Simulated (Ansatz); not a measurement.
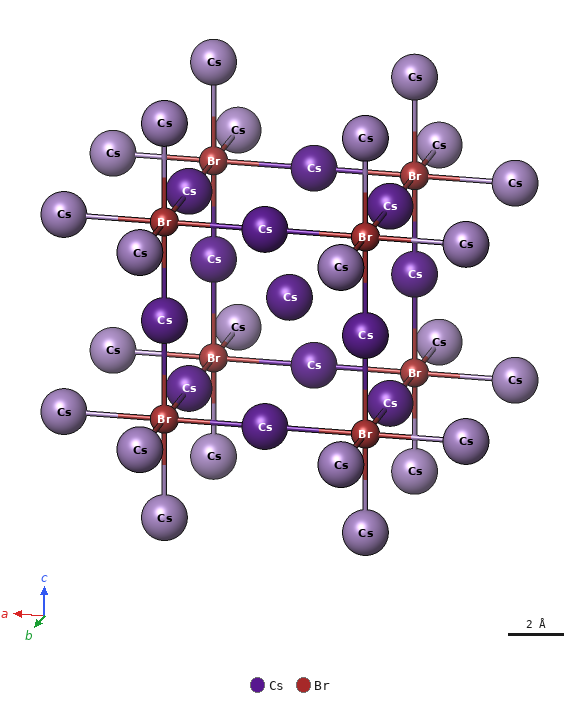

Figure 1. The input geometry (ball-and-stick view of the cell of the calculation, seen at an oblique angle; neighbours outside the cell are drawn fainter).

Cs₄Br: geometry relaxation

Cs₄Br (Pm-3m, 5 atoms in the cell), computed with DFT PBE, scalar-relativistic, plane waves, PAW, no spin polarisation (Ansatz 0.2.0).

The structure was made by a generator, so it may or may not be a known phase.

**The input**
```yaml
crystal:
  lattice:
    - [7.5581468, 0.0, 0.0]
    - [0.0, 7.5581468, 0.0]
    - [0.0, 0.0, 7.5581468]
  atoms:
    - { symbol: Cs, position: [0.5, 0.0, 0.0] }
    - { symbol: Cs, position: [0.0, 0.5, 0.0] }
    - { symbol: Cs, position: [0.0, 0.0, 0.5] }
    - { symbol: Cs, position: [0.5, 0.5, 0.5] }
    - { symbol: Br, position: [0.0, 0.0, 0.0] }
basis:
  ecutwfc: 420
kpoints:
  mp_grid: { grid: [6, 6, 6] }
hamiltonian:
  xc: pbe
scf:
  occupations: { method: gaussian, width: 0.1 }
output:
  forces: true
  stress: true
  eigenvalues: true
  write_density: true
  write_potential: true
  elf: true
  volumetric_format: npy
relax:
  adjacent_minimum: "off"
  f_tol: 0.01
  max_steps: 80
  cell: { stress_tol: 0.05 }
```

Run on 1 thread of Intel Xeon (Granite Rapids), 128 GiB of memory available, shared host.

Launch command:
```bash
ansatz run input.yaml --threads 1 --pin off --max-ram 3072MiB --backend cpu --events-out ev --progress --plain --runs-dir out
```

**What the program printed**
```
Engine: ansatz 0.2.0, x86_64-unknown-linux-gnu
Pseudopotentials: kind: paw
Pseudopotential: Cs, paw, valence charge 9, recommended cutoff 420 eV (normal), Cs.paw.azcp
Pseudopotential: Br, paw, valence charge 7, recommended cutoff 420 eV (normal), Br.paw.azcp
Functional definition: PBE
  parameter kappa = 0.804
  parameter beta = 0.06672455060314922
  exchange = pbe_x(kappa = kappa, mu = beta*pi^2/3)
  correlation = pbe_c(beta = beta)
Crystal: 5 atoms, lattice volume = 431.764 Å³
Basis set: ecut = 420 eV, 8385 PW (Γ), exchange–correlation on 108×108×108 points (8 copies of the dense FFT grid, shifted against one another)
Bands: 27, of which v1, the nominal top of the filled ones, is band 22 counted from 1 (21 counted from 0)
Symmetry: 48 space group operations
Space group: Pm-3m (ITA 221), of the structure as read, at distance tolerance 7.6e-5 Å
k-points: 20 of 216
Non-local potential: Cs, projectors of the file, l = 0: 3, l = 1: 2, l = 2: 2, l = 3: 2
Non-local potential: Br, projectors of the file, l = 0: 2, l = 1: 2, l = 2: 2
PAW form: soft (Blöchl's): semilocal exchange-correlation on the pseudo side does not see the compensation charge
PAW one-centre angular grid: Cs, 194 points (default); XC on 64 Gauss nodes
PAW one-centre angular grid: Br, 110 points (default); XC on 64 Gauss nodes
Initial density: superposition of atomic densities (neutral atoms: chi_scale 0, normalization atom), corrected by the library's trained network
Initial wavefunctions: pseudopotential atomic-orbital guess
Functional: x = pbe(κ = 0.804, μ = 0.2195149727645171), c = pbe(β = 0.06672455060314922)
SCF iter   1: F=—  HF=-25469.617944 eV  |F-HF|=—  |Δ(HF+E_count)|=         —  Δρ=6.42e-4  dr2=6.25e-3  ethr=1.77e-3  ⟨swp⟩=9.9  Hψ=2778  notcnv=0
preconditioner: auto → Kerker (q_TF=auto, 1.857 Å⁻¹)  [metal: Δε(μ)=0.080 eV  Ē_g=3.787 eV  σ=0.100 eV  W_gap=0.40  n_scr=32 (ndim 8)  ℏωp=5.4 eV  f_vac=0.000  D(μ)=3.28/eV (n_scr^D=6)]
SCF iter   2: F=—  HF=-25469.618163 eV  |F-HF|=—  |Δ(HF+E_count)|=   2.19e-4  Δρ=4.13e-4  dr2=3.85e-3  ethr=1.45e-5  ⟨swp⟩=2.5  Hψ=1116  notcnv=0
SCF iter   3: F=—  HF=-25469.618009 eV  |F-HF|=—  |Δ(HF+E_count)|=   1.53e-4  Δρ=1.82e-4  dr2=1.07e-3  ethr=8.94e-6  ⟨swp⟩=2.1  Hψ=679  notcnv=0
SCF iter   4: F=—  HF=-25469.617652 eV  |F-HF|=—  |Δ(HF+E_count)|=   3.57e-4  Δρ=1.14e-4  dr2=1.04e-4  ethr=2.49e-6  ⟨swp⟩=3.0  Hψ=929  notcnv=0
SCF iter   5: F=—  HF=-25469.617644 eV  |F-HF|=—  |Δ(HF+E_count)|=   8.78e-6  Δρ=4.05e-5  dr2=1.69e-5  ethr=2.42e-7  ⟨swp⟩=2.0  Hψ=794  notcnv=0  defer=1
SCF iter   6: F=—  HF=-25469.617725 eV  |F-HF|=—  |Δ(HF+E_count)|=   8.16e-5  Δρ=1.04e-5  dr2=1.65e-6  ethr=3.94e-8  ⟨swp⟩=2.6  Hψ=965  notcnv=0  defer=1
SCF iter   7: F=—  HF=-25469.617726 eV  |F-HF|=—  |Δ(HF+E_count)|=   2.89e-7  Δρ=4.24e-6  dr2=2.02e-7  ethr=3.84e-9  ⟨swp⟩=2.9  Hψ=973  notcnv=0  defer=1
SCF iter   8: F=-25469.617726 eV  HF=-25469.617726 eV  |F-HF|=2.67e-9  |Δ(HF+E_count)|=   2.53e-8  Δρ=1.33e-6  dr2=2.11e-8  ethr=2.33e-10  ⟨swp⟩=15.2  Hψ=4733  notcnv=0
SCF 1 converged in 8 iterations: F = -25469.617726 eV  dr2 = 2.11e-8
  greatest PAW one-centre occupation: 0.932 electrons in one spin orbital (limit 2), on the Cs atom at site 3 (counted from 0), in its partial waves of l = 0
relax step   1: F+E_penalty+E_count = -25469.61772557 eV  Δ(F+E_penalty+E_count) = +0.000e0 eV  max|allowed force component| = 5.667e-29 eV/Å  Δτ_max = 0.0000 Å  P = +0.001 GPa  Ω = 431.764 Å³  (8 SCF iters, dr2 threshold 1.00e-7 eV, accepted)
Initial density: handed on by an earlier stage of this run
Initial wavefunctions: pseudopotential atomic-orbital guess (no wavefunctions were taken with the density)
iter 1 solved again at ethr=3.03e-8 eV; its pass at ethr=3.10e-3 eV (dr2=1.30e-5 eV) is discarded
SCF iter   1: F=—  HF=-25469.617658 eV  |F-HF|=—  |Δ(HF+E_count)|=         —  Δρ=1.40e-6  dr2=2.10e-8  ethr=3.03e-8  ⟨swp⟩=6.5  Hψ=5166  notcnv=0
preconditioner: auto → Kerker (q_TF=auto, 1.857 Å⁻¹)  [metal: Δε(μ)=0.077 eV  Ē_g=3.850 eV  σ=0.100 eV  W_gap=0.39  n_scr=32 (ndim 8)  ℏωp=5.4 eV  f_vac=0.000  D(μ)=3.29/eV (n_scr^D=6)]
SCF iter   2: F=—  HF=-25469.617726 eV  |F-HF|=—  |Δ(HF+E_count)|=   6.77e-5  Δρ=9.28e-7  dr2=1.27e-8  ethr=4.89e-11  ⟨swp⟩=3.2  Hψ=1291  notcnv=0
SCF iter   3: F=—  HF=-25469.617726 eV  |F-HF|=—  |Δ(HF+E_count)|=   3.28e-9  Δρ=4.89e-7  dr2=3.33e-9  ethr=2.95e-11  ⟨swp⟩=2.2  Hψ=697  notcnv=0
SCF iter   4: F=—  HF=-25469.617726 eV  |F-HF|=—  |Δ(HF+E_count)|=  3.64e-12  Δρ=3.02e-7  dr2=2.75e-10  ethr=7.74e-12  ⟨swp⟩=2.9  Hψ=913  notcnv=0
SCF iter   5: F=-25469.617726 eV  HF=-25469.617726 eV  |F-HF|=2.55e-11  |Δ(HF+E_count)|=   1.21e-9  Δρ=4.75e-8  dr2=1.74e-11  ethr=1.00e-12  ⟨swp⟩=6.0  Hψ=3272  notcnv=0
SCF 2 converged in 5 iterations: F = -25469.617726 eV  dr2 = 1.74e-11
relax step   2: F+E_penalty+E_count = -25469.61772557 eV  Δ(F+E_penalty+E_count) = -3.427e-9 eV  max|allowed force component| = 1.056e-28 eV/Å  Δτ_max = 0.0000 Å  P = +0.001 GPa  Ω = 431.764 Å³  stress off target by 1.43e-3 GPa  SCF on the basis re-selected at this cell (its energy is not comparable with the rows above)  (5 SCF iters)
```

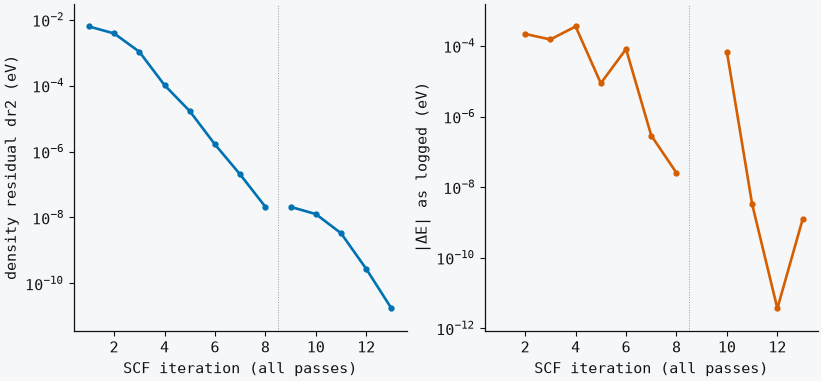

Figure 2. Convergence of the self-consistent field: density residual dr2 and size of the energy change against the SCF iteration. The dotted lines part the SCF passes of the relaxation: geometry steps, rejected trials and re-solves on a re-selected basis. The passes take 8 and 5 iterations.

```
basis re-selected at this cell: Δ(F+E_penalty+E_count) = -3.427e-9 eV, ΔP = -0.000 GPa vs the last step (what re-selecting the basis moved, of the pressure what is left beyond the Pulay correction that the steps carried, after the strain that the cell walked since its last selection, with what the two solves' SCF thresholds leave and, on support functions, any second-order correction that the steps lacked; it is no measure of the basis error at this ecutwfc). This SCF's stress stands 1.43e-3 GPa from its target on what of the cell is left free (relax.cell.stress_tol is 5.00e-2 GPa) and its largest allowed force component is 1.06e-28 eV/Å (relax.f_tol is 1.00e-2 eV/Å): within both
SCF converged after 5 iterations
Free energy (F): -25469.617726 eV
Harris-Foulkes:  -25469.617726 eV  (|F-HF|=2.55e-11)
Internal energy: -25469.601274 eV  (E = F + TS)
E sigma→0 (E₀):  -25469.609500 eV
Entropy (-TS):   -0.016452 eV (-3.290 meV/atom)
Fermi energy:    3.098662 eV
--- Per-component energies (eV) ---
  E_band       = -372.078965
  E_kinetic    = 698.084428
  E_local      = -1855.417172  (includes V_loc(G=0)·N_el)
  E_nonlocal   = 190.969660
  E_hartree    = 646.732962
  E_xc         = -958.052121
  E_vxc        = -604.390953  (∫ρ·V_xc dr)
  E_paw        = -22513.616327  (= ΣΔE_a)
  E_vpaw       = -94.790867  (= ΣTr[D̂ρ^β])
  E_aug_tail   = -0.000006  (compensation charges beyond the density's cutoff)
  E_ewald      = -1678.302698
  E_smearing   = -0.016452  (= −TS)
  E_closure    = 0.000000  (closes the sum)
  Σ components = -25469.617726   (vs F -25469.617726, Δ=0.00e0)
--- Forces (eV/Å), atoms counted from 1 ---
  atom   1  Cs     0.00000000    -0.00000000     0.00000000
  atom   2  Cs     0.00000000     0.00000000    -0.00000000
  atom   3  Cs     0.00000000    -0.00000000     0.00000000
  atom   4  Cs     0.00000000    -0.00000000     0.00000000
  atom   5  Br    -0.00000000     0.00000000     0.00000000
  max |Σ_I F_I| component: 2.29e-28 eV/Å
--- Stress (GPa, compression-positive) ---
        0.001428      -0.000000       0.000000
        0.000000       0.001428       0.000000
        0.000000      -0.000000       0.001428
  P = ⅓ Tr σ = 0.0014 GPa (0.014 kbar)
--- Band table (eV; the first three rows and the last of 20) ---
  k-point 0: bands = ["-20.7560", "-20.7316", "-20.7234", "-20.7234", "-12.8570", "-7.6534", "-7.6534", "-7.6534", "-7.5546", "-7.5546", "-7.5546", "-7.5489", "-7.5489", "-7.5489", "-7.4808", "-7.4808", "-7.4808", "-0.9727", "-0.9727", "-0.9727", "1.5220", "3.2431", "3.2431", "4.0439", "4.0439", "4.0439", "4.9444"]
  k-point 1: bands = ["-20.7558", "-20.7313", "-20.7239", "-20.7234", "-12.8592", "-7.6468", "-7.6468", "-7.6410", "-7.5592", "-7.5592", "-7.5551", "-7.5469", "-7.5469", "-7.5454", "-7.4850", "-7.4850", "-7.4833", "-1.0480", "-0.9765", "-0.9765", "1.6333", "3.1968", "3.3358", "4.0904", "4.0904", "4.1045", "4.5799"]
  k-point 2: bands = ["-20.7554", "-20.7303", "-20.7251", "-20.7234", "-12.8637", "-7.6288", "-7.6288", "-7.6112", "-7.5769", "-7.5769", "-7.5560", "-7.5509", "-7.5369", "-7.5369", "-7.4958", "-7.4958", "-7.4801", "-1.1908", "-0.9840", "-0.9840", "1.9389", "2.9166", "3.5728", "4.2027", "4.2027", "4.2832", "4.5374"]
  k-point 19: bands = ["-20.7550", "-20.7262", "-20.7262", "-20.7262", "-12.8836", "-7.6660", "-7.6660", "-7.6660", "-7.5220", "-7.5220", "-7.5220", "-7.5169", "-7.5169", "-7.5169", "-7.5050", "-7.4589", "-7.4589", "-1.2914", "-1.2914", "-1.2914", "2.9853", "3.5089", "3.5089", "3.5089", "3.8532", "3.8532", "3.8532"]
--- Relaxed structure (1 steps of the walk, 1 accepted, 1 SCFs on fresh bases) ---
  F+E_penalty+E_count = -25469.61772557 eV   max|allowed force component| = 1.056e-28 eV/Å   (the final SCF, on the basis selected at the relaxed cell)
  cell:  # Å, volume = 431.7635 Å³
    - [7.5581468, 0.0, 0.0]
    - [0.0, 7.5581468, 0.0]
    - [0.0, 0.0, 7.5581468]
  atoms:
    - { symbol: Cs, position: [0.49999999999999994, 0.0, 0.0] }
    - { symbol: Cs, position: [0.0, 0.49999999999999994, 0.0] }
    - { symbol: Cs, position: [0.0, 0.0, 0.49999999999999994] }
    - { symbol: Cs, position: [0.49999999999999994, 0.49999999999999994, 0.49999999999999994] }
    - { symbol: Br, position: [0.0, 0.0, 0.0] }
```

**Trajectory as extended XYZ (Å, eV, eV/Å), 2 frames, from step=1 to step=2**
```
5
Lattice="7.5581 0.0000 0.0000 0.0000 7.5581 0.0000 0.0000 0.0000 7.5581" Properties=species:S:1:pos:R:3:forces:R:3 step=1 energy=-25469.61773 pressure_GPa=0.00
Cs    3.7791    0.0000    0.0000    0.0000   0.0000   0.0000
Cs    0.0000    3.7791    0.0000    0.0000   0.0000   0.0000
Cs    0.0000    0.0000    3.7791    0.0000   0.0000   0.0000
Cs    3.7791    3.7791    3.7791    0.0000   0.0000   0.0000
Br    0.0000    0.0000    0.0000    0.0000   0.0000   0.0000
5
Lattice="7.5581 0.0000 0.0000 0.0000 7.5581 0.0000 0.0000 0.0000 7.5581" Properties=species:S:1:pos:R:3:forces:R:3 step=2 energy=-25469.61773 pressure_GPa=0.00
Cs    3.7791    0.0000    0.0000    0.0000   0.0000   0.0000
Cs    0.0000    3.7791    0.0000    0.0000   0.0000   0.0000
Cs    0.0000    0.0000    3.7791    0.0000   0.0000   0.0000
Cs    3.7791    3.7791    3.7791    0.0000   0.0000   0.0000
Br    0.0000    0.0000    0.0000    0.0000   0.0000   0.0000
```

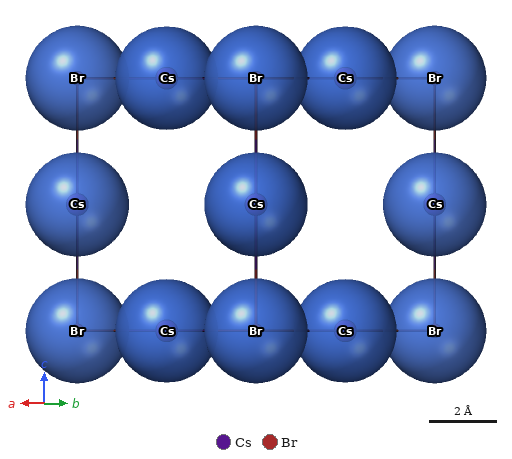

Figure 3. Isosurface of the valence charge density (pseudo) at 0.1 e/Å³ (blue), seen along [110]. Sticks mark near contacts. The outline is the cell set on symmetry axes. At this value the density breaks into separate islands; it holds about 80 % of the electrons treated as valence (semicore included). It is pinched off along the Cs–Br (3.78 Å) contacts. On the grid the lowest density along these lines, outside the cores, is 0.06 e/Å³ (Cs–Br, 3.78 Å). Core electrons are frozen (PAW), so the fields are smoothed inside the atomic spheres.

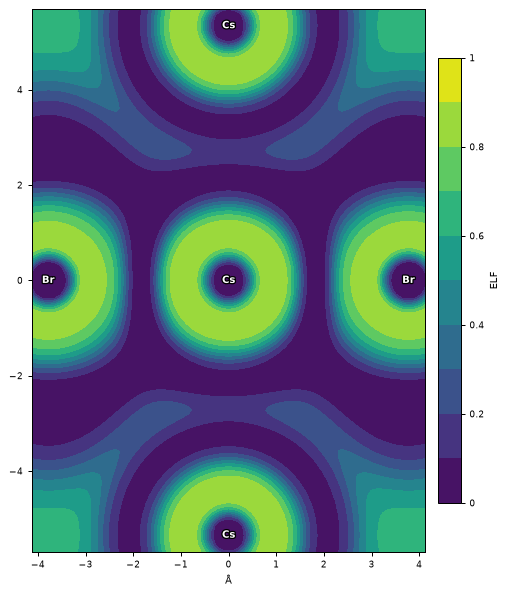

Figure 4. Electron localisation function on the (011) plane of the conventional cell. Cs–Br (3.78 Å): the ELF peaks at about 0.85 in the valence shell of Br, 1.0 Å from its nucleus, and drops to about 0.05 between the two atoms (no shared pair; the contact is polar). The strong features right at Cs lie inside the PAW spheres (semicore, d or f shells) and say nothing about bonding.

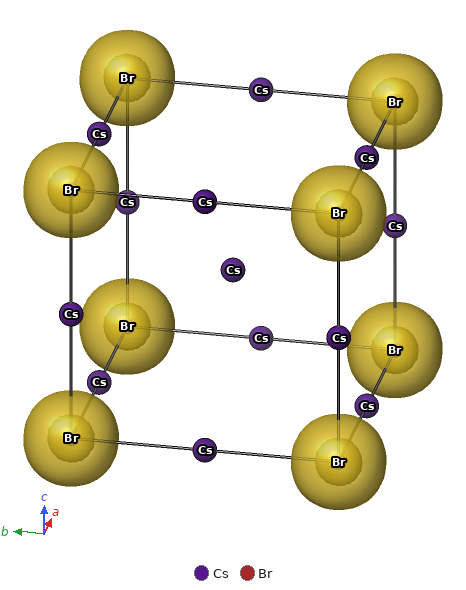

Figure 5. Isosurface of the ELF at 0.75 (yellow), seen at an oblique angle. Only the valence region is drawn (cores and ρ < 0.01 e/Å³ removed). Sticks mark near contacts. The outline is the cell set on symmetry axes. Profiles from the grid: Cs–Br (3.78 Å): the ELF peaks at about 0.85 in the valence shell of Br, 1.0 Å from its nucleus, and drops to about 0.05 between the two atoms; a polar contact without a shared pair, in a metal.

**Results in brief**

```tsv
quantity	value
outcome	converged
space group (tolerance 0.01 Å)	Pm-3m (221)
electrons treated	43
free energy	−25469.6177 eV
Fermi energy	3.099 eV
gap on the k-point mesh	none (metallic)
pressure	0.00 GPa
final volume	431.76 Å³
largest force (length of the vector) at the end	under 0.001 eV/Å
final cell	a = 7.558 Å, b = 7.558 Å, c = 7.558 Å, α = 90.00°, β = 90.00°, γ = 90.00°
wall time	20 s
peak memory	0.66 GiB
```

**Remarks**

The cell holds an odd number of electrons but the run has no spin polarisation, so it comes out as a metal.
